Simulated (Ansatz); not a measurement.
System: AlRu, space group Pm-3m (No. 221) (one of a set of cubic test structures, which need not be the stable phase).

How it was computed, with Ansatz 0.2.0 development build: equation of state of a cubic crystal from periodic Kohn-Sham density functional theory without spin, third-order Birch-Murnaghan fit to the free energies; pressure corrected for the finite basis. Level: HSE06.

```json
{"setting": "structure type", "value": "CsCl"}
{"setting": "atoms in cell", "value": "2"}
{"setting": "space group number", "value": "221"}
{"setting": "lattice centring", "value": "simple cubic"}
{"setting": "k mesh", "value": "4×4×4"}
{"setting": "occupation method", "value": "Fermi–Dirac"}
{"setting": "occupation width", "value": "0.1 eV"}
{"setting": "wave cutoff", "value": "900 eV"}
{"setting": "datasets", "value": "hand-made PAW"}
{"setting": "density tolerance", "value": "0 eV"}
{"setting": "bands", "value": "18"}
{"setting": "density cutoff ratio", "value": "6"}
{"setting": "search for lower states", "value": "default"}
{"setting": "exchange singularity", "value": "regularized"}
```

Predict the energy above the lowest point and pressure against volume. The volume takes the values 12.420, 12.825, 13.230, 13.635, 14.040 Å³/atom.

A third-order Birch–Murnaghan fit gives V0 = 12.95 Å³/atom, B0 = 232 GPa and B′ = 4.3. The energy above the lowest point is 16.0 meV/atom at volume 12.420 Å³/atom and 56.5 meV/atom at 14.040 Å³/atom; the lowest computed point is at volume 12.825 Å³/atom (0.0 meV/atom). The pressure falls from 10.6 GPa at volume 12.420 Å³/atom to −15.7 GPa at 14.040 Å³/atom, and changes sign near 12.96 Å³/atom.

| volume (Å³/atom) | energy above the lowest point (meV/atom) | pressure (GPa) |
| --- | --- | --- |
| 12.420 | 16.0 | 10.6 |
| 12.825 | 0.0 | 2.3 |
| 13.230 | 3.3 | −4.7 |
| 13.635 | 23.0 | −10.7 |
| 14.040 | 56.5 | −15.7 |

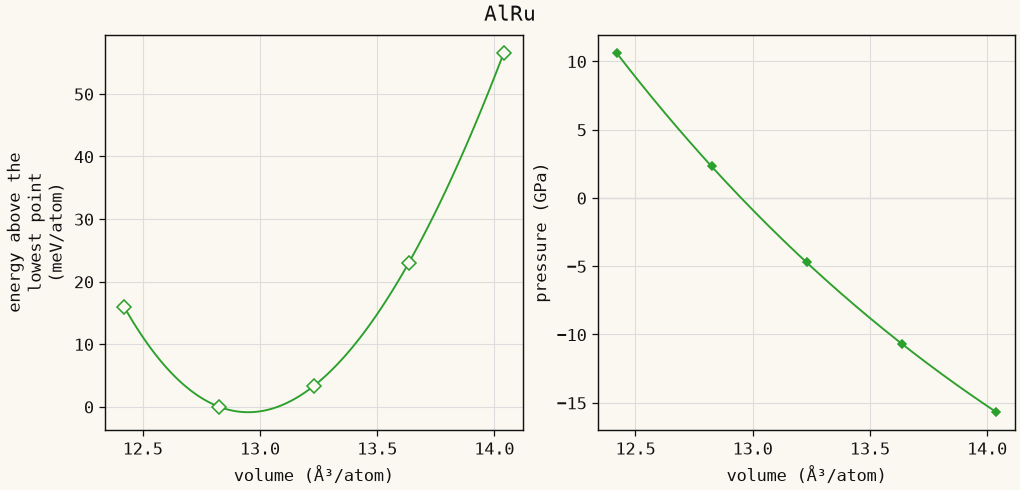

Note: coarse k-mesh, values are not converged in k.
